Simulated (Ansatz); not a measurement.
# Geometry relaxation, with input and output: Ta₂N (part 2 of 2)

The same run, continued: Ta₂N (9 atoms in the cell); DFT LDA, scalar-relativistic, plane waves, PAW, no spin polarisation (Ansatz 0.2.0); cutoff 420 eV, 12×12×8 k-mesh, Gaussian smearing of 0.1 eV. The structure derives from a Materials Project entry.

Geometry of the input (Å; fractional positions):
```
5.2328  0.0000  0.0000
-2.6164  4.5317  0.0000
0.0000  0.0000  4.8769
Ta 0.6667  0.6667  0.7528
Ta 0.0000  0.3333  0.7528
Ta 0.3333  0.0000  0.7528
Ta 0.3333  0.3333  0.2472
Ta -0.0000  0.6667  0.2472
Ta 0.6667  0.0000  0.2472
N  0.6667  0.3333  0.5000
N  0.3333  0.6667  0.5000
N  0.0000  0.0000  0.0000
```

## Output, continued
```
--- Per-component energies (eV) ---
  E_band       = -458.537653
  E_kinetic    = 2611.318511
  E_local      = -3548.499175  (includes V_loc(G=0)·N_el)
  E_nonlocal   = 263.445411
  E_hartree    = 1226.241652
  E_xc         = -1488.182123
  E_vxc        = -1463.618738  (∫ρ·V_xc dr)
  E_paw        = -49251.200663  (= ΣΔE_a)
  E_vpaw       = -773.668168  (= ΣTr[D̂ρ^β])
  E_aug_tail   = 0.001349  (compensation charges beyond the density's cutoff)
  E_ewald      = -9042.040177
  E_core_change = 1.793549  (= ΣΔE_core)
  E_smearing   = -0.013268  (= −TS)
  E_closure    = 0.000000  (closes the sum)
  Σ components = -59227.134934   (vs F -59227.134934, Δ=0.00e0)
--- Forces (eV/Å), atoms counted from 1 ---
  atom   1  Ta    -0.00083108    -0.00143948     0.00064556
  atom   2  Ta    -0.00083108     0.00143948     0.00064556
  atom   3  Ta     0.00166216     0.00000000     0.00064556
  atom   4  Ta     0.00083108     0.00143948    -0.00064556
  atom   5  Ta     0.00083108    -0.00143948    -0.00064556
  atom   6  Ta    -0.00166216     0.00000000    -0.00064556
  atom   7  N     -0.00000000     0.00000000     0.00000000
  atom   8  N      0.00000000    -0.00000000    -0.00000000
  atom   9  N      0.00000000    -0.00000000    -0.00000000
  max |Σ_I F_I| component: 9.11e-18 eV/Å
--- Stress (GPa, compression-positive) ---
        0.001464      -0.000000      -0.000000
        0.000000       0.001464       0.000000
       -0.000000       0.000000       0.015749
  P = ⅓ Tr σ = 0.0062 GPa (0.062 kbar)
--- Band table (eV; the first three rows and the last of 131) ---
  k-point 0: bands = ["-47.9537", "-47.8648", "-47.8480", "-47.8480", "-47.8476", "-47.8476", "-15.3720", "-14.9419", "-14.7482", "-14.7482", "-14.7322", "-14.7322", "-14.6917", "-14.5894", "-14.5543", "-14.4442", "-14.4442", "-14.4251", "-14.4251", "-14.1333", "-14.1333", "-14.0182", "-14.0182", "-13.9707", "2.5005", "4.0278", "4.7359", "11.5346", "12.9656", "12.9656", "13.2053", "13.2053", "13.8996", "13.8996", "14.0024", "14.2645", "14.3323", "17.0842", "17.6127", "17.6127", "18.2873", "18.2873", "18.7562", "19.4249", "19.8171", "19.8171", "19.9301", "20.1661", "20.1661", "21.0252", "21.0252", "22.1191", "22.1191", "23.3297", "23.5298", "23.9903"]
  k-point 1: bands = ["-47.9503", "-47.8682", "-47.8483", "-47.8483", "-47.8473", "-47.8473", "-15.3376", "-14.9283", "-14.8536", "-14.8536", "-14.6742", "-14.6597", "-14.6597", "-14.6111", "-14.5691", "-14.4919", "-14.4919", "-14.3487", "-14.3487", "-14.1245", "-14.1245", "-14.0185", "-14.0185", "-14.0096", "2.5862", "4.0356", "4.6524", "11.5912", "12.4950", "12.4950", "13.5733", "13.5733", "13.8434", "13.9780", "13.9780", "13.9816", "14.8528", "17.1718", "17.6965", "17.6965", "18.2789", "18.2789", "18.6842", "19.3096", "19.5635", "19.5635", "19.9064", "20.3917", "20.3917", "21.2599", "21.2599", "22.0402", "22.0402", "22.8997", "23.5819", "23.8897"]
  k-point 2: bands = ["-47.9408", "-47.8778", "-47.8487", "-47.8487", "-47.8469", "-47.8469", "-15.2404", "-14.9532", "-14.9532", "-14.8897", "-14.6838", "-14.6827", "-14.6827", "-14.6138", "-14.6104", "-14.4504", "-14.4504", "-14.2805", "-14.2805", "-14.1149", "-14.1042", "-14.1042", "-14.0160", "-14.0160", "2.8288", "4.0543", "4.4152", "11.7471", "12.0186", "12.0186", "13.4528", "13.5835", "13.5835", "13.9320", "14.3888", "14.3888", "15.5457", "17.4076", "17.8638", "17.8638", "18.3153", "18.3153", "18.5274", "19.0015", "19.2326", "19.2326", "19.6840", "20.7187", "20.7187", "21.7566", "21.7566", "21.9989", "21.9989", "22.1191", "23.4446", "23.4446"]
  k-point 130: bands = ["-47.8922", "-47.8922", "-47.8918", "-47.8452", "-47.8444", "-47.8444", "-15.0845", "-15.0845", "-15.0050", "-14.7731", "-14.6728", "-14.6728", "-14.6500", "-14.6500", "-14.6197", "-14.4032", "-14.3332", "-14.3332", "-14.2820", "-14.2820", "-14.1890", "-14.0683", "-14.0169", "-14.0169", "3.7546", "3.7546", "3.8122", "11.7178", "11.9561", "11.9561", "13.4938", "13.4938", "14.0586", "14.2116", "14.4743", "14.4743", "16.0548", "16.4288", "16.4288", "16.8099", "17.3787", "17.3787", "18.4553", "18.4553", "18.8335", "20.3754", "20.3754", "21.0554", "22.0660", "22.5084", "22.5084", "22.9534", "22.9534", "23.0203", "23.8447", "23.8447"]
--- Relaxed structure (3 steps of the walk, 2 accepted, 1 SCFs on fresh bases) ---
  F+E_penalty+E_count = -59227.13493424 eV   max|allowed force component| = 1.662e-3 eV/Å   (the final SCF, on the basis selected at the relaxed cell)
  cell:  # Å, volume = 115.6266 Å³
    - [5.22863857049758, 0.0, -6.895051689349866e-35]
    - [-2.61431928524879, 4.528133829258056, 3.447525844674933e-35]
    - [-6.426167014178863e-35, 0.0, 4.883712047663562]
  atoms:
    - { symbol: Ta, position: [0.6667781642992063, 0.6667781642992063, 0.7527187114553389] }
    - { symbol: Ta, position: [9.251158000865982e-36, 0.3332218357007937, 0.7527187114553389] }
    - { symbol: Ta, position: [0.3332218357007937, 1.3291483422789688e-21, 0.7527187114553389] }
    - { symbol: Ta, position: [0.3332218357007937, 0.3332218357007937, 0.2472812885446612] }
    - { symbol: Ta, position: [5.551115123125783e-17, 0.6667781642992063, 0.2472812885446612] }
    - { symbol: Ta, position: [0.6667781642992062, 1.3291483422789688e-21, 0.2472812885446612] }
    - { symbol: N, position: [0.6666666666666667, 0.33333333333333337, 0.5] }
    - { symbol: N, position: [0.33333333333333326, 0.6666666666666667, 0.5] }
    - { symbol: N, position: [1.2401122860452647e-21, 1.3291483422789688e-21, 2.470128798526671e-21] }
```

## Trajectory as extended XYZ (Å, eV, eV/Å), 4 frames, from step=1 to step=4
```
9
Lattice="5.2328 0.0000 0.0000 -2.6164 4.5317 0.0000 0.0000 0.0000 4.8769" Properties=species:S:1:pos:R:3:forces:R:3 step=1 energy=-59227.13456 pressure_GPa=-0.05
Ta    1.7444    3.0215    3.6714    0.0018   0.0031  -0.0155
Ta   -0.8720    1.5103    3.6714    0.0018  -0.0031  -0.0155
Ta    1.7439    0.0000    3.6714   -0.0036   0.0000  -0.0155
Ta    0.8720    1.5103    1.2055   -0.0018  -0.0031   0.0155
Ta   -1.7444    3.0215    1.2055   -0.0018   0.0031   0.0155
Ta    3.4889    0.0000    1.2055    0.0036   0.0000   0.0155
N     2.6164    1.5106    2.4385    0.0000   0.0000   0.0000
N     0.0000    3.0212    2.4385    0.0000   0.0000   0.0000
N     0.0000    0.0000    0.0000    0.0000   0.0000   0.0000
9
Lattice="5.2224 0.0000 0.0000 -2.6112 4.5227 0.0000 0.0000 0.0000 4.8970" Properties=species:S:1:pos:R:3:forces:R:3 step=2 energy=-59227.13352 pressure_GPa=-0.09 accepted=F
Ta    1.7416    3.0165    3.6846   -0.0094  -0.0163   0.0440
Ta   -0.8696    1.5062    3.6846   -0.0094   0.0163   0.0440
Ta    1.7392    0.0000    3.6846    0.0188   0.0000   0.0440
Ta    0.8696    1.5062    1.2124    0.0094   0.0163  -0.0440
Ta   -1.7416    3.0165    1.2124    0.0094  -0.0163  -0.0440
Ta    3.4831    0.0000    1.2124   -0.0188   0.0000  -0.0440
N     2.6112    1.5076    2.4485    0.0000   0.0000   0.0000
N     0.0000    3.0151    2.4485    0.0000   0.0000   0.0000
N     0.0000    0.0000    0.0000    0.0000   0.0000   0.0000
9
Lattice="5.2286 0.0000 0.0000 -2.6143 4.5281 0.0000 0.0000 0.0000 4.8837" Properties=species:S:1:pos:R:3:forces:R:3 step=3 energy=-59227.13498 pressure_GPa=0.01
Ta    1.7432    3.0193    3.6761   -0.0008  -0.0014   0.0007
Ta   -0.8711    1.5089    3.6761   -0.0008   0.0014   0.0007
Ta    1.7423    0.0000    3.6761    0.0017   0.0000   0.0007
Ta    0.8711    1.5089    1.2077    0.0008   0.0014  -0.0007
Ta   -1.7432    3.0193    1.2077    0.0008  -0.0014  -0.0007
Ta    3.4863    0.0000    1.2077   -0.0017   0.0000  -0.0007
N     2.6143    1.5094    2.4419    0.0000   0.0000   0.0000
N     0.0000    3.0188    2.4419    0.0000   0.0000   0.0000
N     0.0000    0.0000    0.0000    0.0000   0.0000   0.0000
9
Lattice="5.2286 0.0000 0.0000 -2.6143 4.5281 0.0000 0.0000 0.0000 4.8837" Properties=species:S:1:pos:R:3:forces:R:3 step=4 energy=-59227.13493 pressure_GPa=0.01
Ta    1.7432    3.0193    3.6761   -0.0008  -0.0014   0.0006
Ta   -0.8711    1.5089    3.6761   -0.0008   0.0014   0.0006
Ta    1.7423    0.0000    3.6761    0.0017   0.0000   0.0006
Ta    0.8711    1.5089    1.2077    0.0008   0.0014  -0.0006
Ta   -1.7432    3.0193    1.2077    0.0008  -0.0014  -0.0006
Ta    3.4863    0.0000    1.2077   -0.0017   0.0000  -0.0006
N     2.6143    1.5094    2.4419    0.0000   0.0000   0.0000
N     0.0000    3.0188    2.4419    0.0000   0.0000   0.0000
N     0.0000    0.0000    0.0000    0.0000   0.0000   0.0000
```

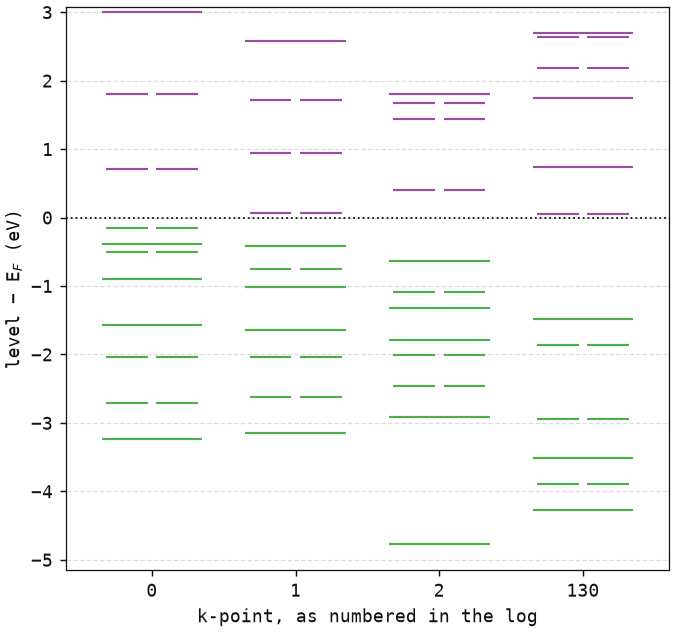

*Kohn–Sham levels near the Fermi level (dotted) at the few k-points that the log prints; levels within 0.02 eV of each other stand side by side.*

The system is metallic on the full mesh.

## Results in brief

- outcome: converged
- space group (tolerance 0.01 Å): P-31m (162)
- electrons treated: 93
- free energy: −59227.1349 eV
- Fermi energy: 20.320 eV
- gap on the k-point mesh: none (metallic)
- pressure: 0.01 GPa
- final volume: 115.63 Å³
- largest force (length of the vector) at the end: 0.002 eV/Å
- final cell: a = 5.229 Å, b = 5.229 Å, c = 4.884 Å, α = 90.00°, β = 90.00°, γ = 120.00°
- wall time: 1.7 min (CPU time 3.3 min)
- peak memory: 0.86 GiB

## Remarks

Spin–orbit coupling is left out, which matters for Ta. The cell holds an odd number of electrons but the run has no spin polarisation, so a band is left half filled.
